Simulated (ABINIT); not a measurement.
TiAl: elastic calculation (part 1 of 2)

TiAl (2 atoms in the cell), computed with Kohn-Sham DFT of a periodic cell, PBEsol, PseudoDojo NC SR PBEsol v0.4.1 standard, no spin polarisation (ABINIT 10.8.3).

The structure derives from a Materials Project entry.

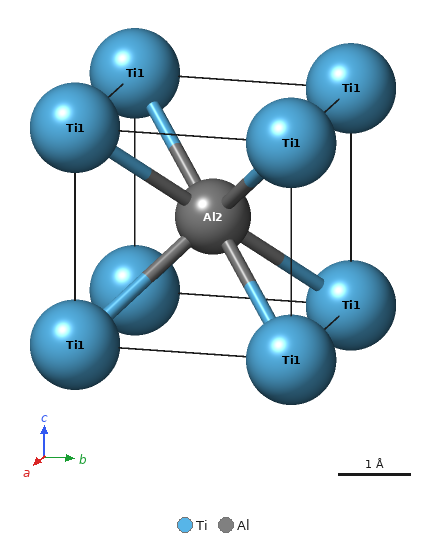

*The structure (ball-and-stick view of the cell of the calculation, seen slightly off an axis; atoms are numbered from 1 in the order of the input). An atom can appear more than once, as a periodic image.*

**The input**
```
# Datasets
ndtset 2

# Pseudopotentials
pp_dirpath "./"
pseudos "Ti.upf, Al.upf"

# Structure
acell 3.15446381 3.15446381 3.15446381 Angstrom
rprim
     1.0000000000     0.0000000000     0.0000000000
     0.0000000000     1.0000000000     0.0000000000
     0.0000000000     0.0000000000     1.0000000000
ntypat 2
znucl 22 13
natom 2
typat 1 2
chkprim 0
chksymtnons 0
tolsym 1.0e-6
xred
            0.0            0.0            0.0
            1/2            1/2            1/2

# Plane-wave basis
ecut 42.0
ecutsm 0.5

# k points
ngkpt 12 12 12
nshiftk 1
shiftk 0.0 0.0 0.0

# Exchange and correlation
ixc -116133

# Bands and occupations
nband 16
occopt 3
tsmear 0.2 eV

# SCF cycle
nstep 80

# Output
prteig 0
prtebands 0
prtwf 0
prtden 0
prtpot 0

# Dataset 1: ground state
kptopt1 1
tolvrs1 1.0e-15
prtwf1 1
tolwfr1 1.0e-14
nbdbuf1 4
nline1 6

# Dataset 2: response at q = 0 to atomic displacements, strain
rfphon2 1
rfstrs2 3
rfatpol2 1 2
rfdir2 1 1 1
getwfk2 1
kptopt2 2
nqpt2 1
qpt2 0.0 0.0 0.0
tolvrs2 1.0e-8
```

**File mrgddb.in**
```
merged_DDB
TiAl
2
runo_DS1_DDB
runo_DS2_DDB
```

**File anaddb.abi**
```
ddb_filepath "merged_DDB"
output_file "anaddb.abo"
outdata_prefix "ana"
asr 1
chneut 0
dipdip 0
dieflag 0
enunit 0
elaflag 5
instrflag 1
eivec 1
nph1l 1
qph1l 0.0 0.0 0.0 1.0
```

Hardware: 4 threads of Arm Neoverse V2, 24 GiB of memory available, shared host.

Launched with:
```bash
mpirun --bind-to none -np 4 abinit run.abi > log 2>&1
mrgddb < mrgddb.in > mrgddb.log 2>&1
anaddb anaddb.abi > anaddb.log 2>&1
```

**Log**
```
.Version 10.8.3 of ABINIT
 DATASET    1 : space group Pm -3 m (#221); Bravais cP (primitive cubic)
================================================================================
 Values of the parameters that define the memory need for DATASET  1.
     intxc =       0    ionmov =       0      iscf =       7    lmnmax =       6
     lnmax =       6     mgfft =      36  mpssoang =       3    mqgrid =    3001
     natom =       2  nloc_mem =       1    nspden =       1   nspinor =       1
    nsppol =       1      nsym =      48    n1xccc =    2501    ntypat =       2
    occopt =       3   xclevel =       2
       mpw =        2777          nfft =       46656          nkpt =          84
================================================================================
================================================================================

 DATASET    2 : space group Pm -3 m (#221); Bravais cP (primitive cubic)
================================================================================
 Values of the parameters that define the memory need for DATASET  2 (RF).
     intxc =       0      iscf =       7    lmnmax =       6     lnmax =       6
     mgfft =      36  mpssoang =       3    mqgrid =    3001     natom =       2
  nloc_mem =       1    nspden =       1   nspinor =       1    nsppol =       1
      nsym =      48    n1xccc =    2501    ntypat =       2    occopt =       3
   xclevel =       2
      nfft =       46656          nkpt =         868
================================================================================
================================================================================

--------------------------------------------------------------------------------
------------- Echo of variables that govern the present computation ------------
--------------------------------------------------------------------------------
 -outvars: echo values of preprocessed input variables --------
            acell      5.9610726750E+00  5.9610726750E+00  5.9610726750E+00 Bohr
              amu      4.78800000E+01  2.69815390E+01
          chkprim           0
      chksymtnons           0
             ecut      4.20000000E+01 Hartree
           ecutsm      5.00000000E-01 Hartree
           getwfk1          0
           getwfk2          1
                       outvar_i_n : Printing only first  50 k-points.
              ixc     -116133
           jdtset        1    2
                       outvar_i_n : Printing only first  50 k-points.
           kptopt1          1
           kptopt2          2
         kptrlatt       12    0    0      0   12    0      0    0   12
          kptrlen      7.15328721E+01
            natom           2
            nband1         16
            nband2         16
           nbdbuf1          4
           nbdbuf2          2
           ndtset           2
            ngfft          36      36      36
             nkpt1         84
             nkpt2        868
            nline1          6
            nline2          4
             nqpt1          0
             nqpt2          1
            nstep          80
             nsym          48
           ntypat           2
                       prtocc : prtvol=0, do not print more k-points.
                       prtocc : prtvol=0, do not print more k-points.
           occopt           3
        optdriver1          0
        optdriver2          1
           prtden           0
        prtebands           0
           prteig           0
            prtwf1          1
            prtwf2          0
           rfphon1          0
           rfphon2          1
           rfstrs1          0
           rfstrs2          3
          spgroup         221
           tolsym      1.00000000E-06
           tolvrs1     1.00000000E-15
           tolvrs2     1.00000000E-08
           tolwfr1     1.00000000E-14
           tolwfr2     0.00000000E+00
           tsmear      7.34986444E-03 Hartree
            typat      1  2
                       outvars : Printing only first  50 k-points.
           xangst      0.0000000000E+00  0.0000000000E+00  0.0000000000E+00
                       1.5772319050E+00  1.5772319050E+00  1.5772319050E+00
            xcart      0.0000000000E+00  0.0000000000E+00  0.0000000000E+00
                       2.9805363375E+00  2.9805363375E+00  2.9805363375E+00
             xred      0.0000000000E+00  0.0000000000E+00  0.0000000000E+00
                       5.0000000000E-01  5.0000000000E-01  5.0000000000E-01
            znucl       22.00000   13.00000

================================================================================

 chkinp: Checking input parameters for consistency, jdtset=   1.

 chkinp: Checking input parameters for consistency, jdtset=   2.

================================================================================
== DATASET  1 ==================================================================

--- !DatasetInfo
iteration_state: {dtset: 1, }
dimensions: {natom: 2, nkpt: 84, mband: 16, nsppol: 1, nspinor: 1, nspden: 1, mpw: 2777, }
cutoff_energies: {ecut:  42.0, pawecutdg:  -1.0, }
electrons: {nelect:   1.50000000E+01, charge:   0.00000000E+00, occopt:   3.00000000E+00, tsmear:   7.34986444E-03, }
meta: {optdriver: 0, ionmov: 0, optcell: 0, iscf: 7, paral_kgb: 0, }
...

 Real(R)+Recip(G) space primitive vectors, cartesian coordinates (Bohr,Bohr^-1):
 R(1)=  5.9610727  0.0000000  0.0000000  G(1)=  0.1677550  0.0000000  0.0000000
 R(2)=  0.0000000  5.9610727  0.0000000  G(2)=  0.0000000  0.1677550  0.0000000
 R(3)=  0.0000000  0.0000000  5.9610727  G(3)=  0.0000000  0.0000000  0.1677550
 Unit cell volume ucvol=  2.1182307E+02 bohr^3
 Angles (23,13,12)=  9.00000000E+01  9.00000000E+01  9.00000000E+01 degrees

 getcut: wavevector=  0.0000  0.0000  0.0000  ngfft=  36  36  36
         ecut(hartree)=     42.000   => boxcut(ratio)=   2.07009

--- Pseudopotential description ------------------------------------------------
- pspini: atom type   1  psp file is ./Ti.upf
  22.00000  12.00000  180301                  znucl, zion, pspdat
12 -116133 2 -1 1586                          pspcod,pspxc,lmax,lloc,mmax
     nproj     2     2     2

- pspini: atom type   2  psp file is ./Al.upf
  13.00000   3.00000  180301                  znucl, zion, pspdat
12 -116133 2 -1 1876                          pspcod,pspxc,lmax,lloc,mmax
     nproj     2     2     2

   2.31814420E+02                                ecore*ucvol(ha*bohr**3)
--------------------------------------------------------------------------------

================================================================================

--- !BeginCycle
iteration_state: {dtset: 1, }
solver: {iscf: 7, nstep: 80, nline: 6, wfoptalg: 0, }
tolerances: {tolwfr: 1.00E-14, tolvrs: 1.00E-15, }
...

     iter   Etot(hartree)      deltaE(h)  residm     vres2
 ETOT  1  -61.616689141475    -6.162E+01 4.472E-02 2.449E+01
 ETOT  2  -61.631304714561    -1.462E-02 4.431E-06 6.706E+01
 ETOT  3  -61.646110269968    -1.481E-02 2.383E-04 1.118E-01
 ETOT  4  -61.646119691673    -9.422E-06 8.232E-07 1.712E-03
 ETOT  5  -61.646120172055    -4.804E-07 8.309E-09 3.554E-06
 ETOT  6  -61.646120172347    -2.914E-10 6.707E-12 1.882E-08
 ETOT  7  -61.646120172351    -4.363E-12 1.888E-13 7.286E-10
 ETOT  8  -61.646120172354    -2.615E-12 9.617E-15 8.144E-12
 ETOT  9  -61.646120172351     2.956E-12 9.883E-15 1.810E-13
 ETOT 10  -61.646120172351    -1.705E-13 9.593E-15 6.823E-15
 ETOT 11  -61.646120172350     9.095E-13 9.648E-15 6.988E-17

 At SCF step   11  max residual=  9.65E-15 < tolwfr=  1.00E-14 AND vres2   =  6.99E-17 < tolvrs=  1.00E-15 =>converged.

 Cartesian components of stress tensor (hartree/bohr^3)
  sigma(1 1)= -3.64303267E-05  sigma(3 2)=  0.00000000E+00
  sigma(2 2)= -3.64303267E-05  sigma(3 1)=  0.00000000E+00
  sigma(3 3)= -3.64303267E-05  sigma(2 1)=  0.00000000E+00

--- !ResultsGS
iteration_state: {dtset: 1, }
comment   : Summary of ground state results
lattice_vectors:
- [  5.9610727,   0.0000000,   0.0000000, ]
- [  0.0000000,   5.9610727,   0.0000000, ]
- [  0.0000000,   0.0000000,   5.9610727, ]
lattice_lengths: [   5.96107,    5.96107,    5.96107, ]
lattice_angles: [ 90.000,  90.000,  90.000, ] # degrees, (23, 13, 12)
lattice_volume:   2.1182307E+02
convergence: {deltae:  9.095E-13, res2:  6.988E-17, residm:  9.648E-15, diffor: null, }
etotal    :  -6.16461202E+01
entropy   :   0.00000000E+00
fermie    :   3.54563071E-01
cartesian_stress_tensor: # hartree/bohr^3
- [ -3.64303267E-05,   0.00000000E+00,   0.00000000E+00, ]
- [  0.00000000E+00,  -3.64303267E-05,   0.00000000E+00, ]
- [  0.00000000E+00,   0.00000000E+00,  -3.64303267E-05, ]
pressure_GPa:   1.0718E+00
xred      :
- [  0.0000E+00,   0.0000E+00,   0.0000E+00, Ti]
- [  5.0000E-01,   5.0000E-01,   5.0000E-01, Al]
cartesian_forces: # hartree/bohr
- [ -0.00000000E+00,  -0.00000000E+00,  -0.00000000E+00, ]
- [ -0.00000000E+00,  -0.00000000E+00,  -0.00000000E+00, ]
force_length_stats: {min:   0.00000000E+00, max:   0.00000000E+00, mean:   0.00000000E+00, }
...

 Integrated electronic density in atomic spheres:
 ------------------------------------------------
 Atom  Sphere_radius  Integrated_density
    1        2.00000          9.53377185
    2        2.00000          0.93208259
================================================================================

 ----iterations are completed or convergence reached----

 Mean square residual over all n,k,spin=   29.818E-16; max=  96.480E-16
 reduced coordinates (array xred) for    2 atoms
       0.000000000000      0.000000000000      0.000000000000
       0.500000000000      0.500000000000      0.500000000000
 rms dE/dt=  0.0000E+00; max dE/dt=  0.0000E+00; dE/dt below (all hartree)
    1       0.000000000000      0.000000000000      0.000000000000
    2       0.000000000000      0.000000000000      0.000000000000

 cartesian coordinates (angstrom) at end:
    1      0.00000000000000     0.00000000000000     0.00000000000000
    2      1.57723190500000     1.57723190500000     1.57723190500000

 cartesian forces (hartree/bohr) at end:
    1     -0.00000000000000    -0.00000000000000    -0.00000000000000
    2     -0.00000000000000    -0.00000000000000    -0.00000000000000
 frms,max,avg= 0.0000000E+00 0.0000000E+00   0.000E+00  0.000E+00  0.000E+00 h/b

 cartesian forces (eV/Angstrom) at end:
    1     -0.00000000000000    -0.00000000000000    -0.00000000000000
    2     -0.00000000000000    -0.00000000000000    -0.00000000000000
 frms,max,avg= 0.0000000E+00 0.0000000E+00   0.000E+00  0.000E+00  0.000E+00 e/A
 length scales=  5.961072674988  5.961072674988  5.961072674988 bohr
              =  3.154463810000  3.154463810000  3.154463810000 angstroms
 Fermi (or HOMO) energy (hartree) =   0.35456   Average Vxc (hartree)=  -0.41026
 Eigenvalues (hartree) for nkpt=  84  k points:
 kpt#   1, nband= 16, wtk=  0.00058, kpt=  0.0000  0.0000  0.0000 (reduced coord)
  -1.72336   -0.85291   -0.85291   -0.85291    0.01168    0.30139    0.30139    0.42442
   0.42442    0.42442    0.52204    0.52204    0.52204    0.68685    0.68685    0.80359
      occupation numbers for kpt#   1
   2.00000    2.00000    2.00000    2.00000    2.00000    1.99856    1.99856    0.00015
   0.00015    0.00015    0.00000    0.00000    0.00000    0.00000    0.00000    0.00000
 prteigrs : prtvol=0 or 1, do not print more k-points.

--- !EnergyTerms
iteration_state     : {dtset: 1, }
comment             : Components of total free energy in Hartree
kinetic             :  2.45050340650743E+01
hartree             :  1.56575985142317E+01
xc                  : -9.77494343136499E+00
Ewald energy        : -4.12548152840282E+01
psp_core            :  1.09437760690313E+00
local_psp           : -5.26907936491532E+01
non_local_psp       :  8.27722346076880E-01
internal            : -6.16358198322603E+01
'-kT*entropy'       : -1.03003400895756E-02
total_energy        : -6.16461201723499E+01
total_energy_eV     : -1.67747638657597E+03
band_energy         : -6.88589808784119E+00
...

 Cartesian components of stress tensor (hartree/bohr^3)
  sigma(1 1)= -3.64303267E-05  sigma(3 2)=  0.00000000E+00
  sigma(2 2)= -3.64303267E-05  sigma(3 1)=  0.00000000E+00
  sigma(3 3)= -3.64303267E-05  sigma(2 1)=  0.00000000E+00

-Cartesian components of stress tensor (GPa)         [Pressure=  1.0718E+00 GPa]
- sigma(1 1)= -1.07181722E+00  sigma(3 2)=  0.00000000E+00
- sigma(2 2)= -1.07181722E+00  sigma(3 1)=  0.00000000E+00
- sigma(3 3)= -1.07181722E+00  sigma(2 1)=  0.00000000E+00

================================================================================
== DATASET  2 ==================================================================

--- !DatasetInfo
iteration_state: {dtset: 2, }
dimensions: {natom: 2, nkpt: 868, mband: 16, nsppol: 1, nspinor: 1, nspden: 1, mpw: 2800, }
cutoff_energies: {ecut:  42.0, pawecutdg:  -1.0, }
electrons: {nelect:   1.50000000E+01, charge:   0.00000000E+00, occopt:   3.00000000E+00, tsmear:   7.34986444E-03, }
meta: {optdriver: 1, rfphon: 1, rfstrs: 3, }
...

 mkfilename : getwfk/=0, take file _WFK from output of DATASET   1.

 Real(R)+Recip(G) space primitive vectors, cartesian coordinates (Bohr,Bohr^-1):
 R(1)=  5.9610727  0.0000000  0.0000000  G(1)=  0.1677550  0.0000000  0.0000000
 R(2)=  0.0000000  5.9610727  0.0000000  G(2)=  0.0000000  0.1677550  0.0000000
 R(3)=  0.0000000  0.0000000  5.9610727  G(3)=  0.0000000  0.0000000  0.1677550
 Unit cell volume ucvol=  2.1182307E+02 bohr^3
 Angles (23,13,12)=  9.00000000E+01  9.00000000E+01  9.00000000E+01 degrees
 setup1 : take into account q-point for computing boxcut.

 getcut: wavevector=  0.0000  0.0000  0.0000  ngfft=  36  36  36
         ecut(hartree)=     42.000   => boxcut(ratio)=   2.07009
--------------------------------------------------------------------------------

 symkchk : k-point set has full space-group symmetry.

 ==>  initialize data related to q vector <==

 The list of irreducible perturbations for this q vector is:
    1)    idir= 1    ipert=   1
    2)    idir= 1    ipert=   2
    3)    idir= 1    ipert=   5
    4)    idir= 2    ipert=   5
    5)    idir= 3    ipert=   5
    6)    idir= 1    ipert=   6
    7)    idir= 2    ipert=   6
    8)    idir= 3    ipert=   6

================================================================================

 The perturbation idir=   2  ipert=   1 is
 symmetric of a previously calculated perturbation.
 So, its SCF calculation is not needed.

 The perturbation idir=   3  ipert=   1 is
 symmetric of a previously calculated perturbation.
 So, its SCF calculation is not needed.
```
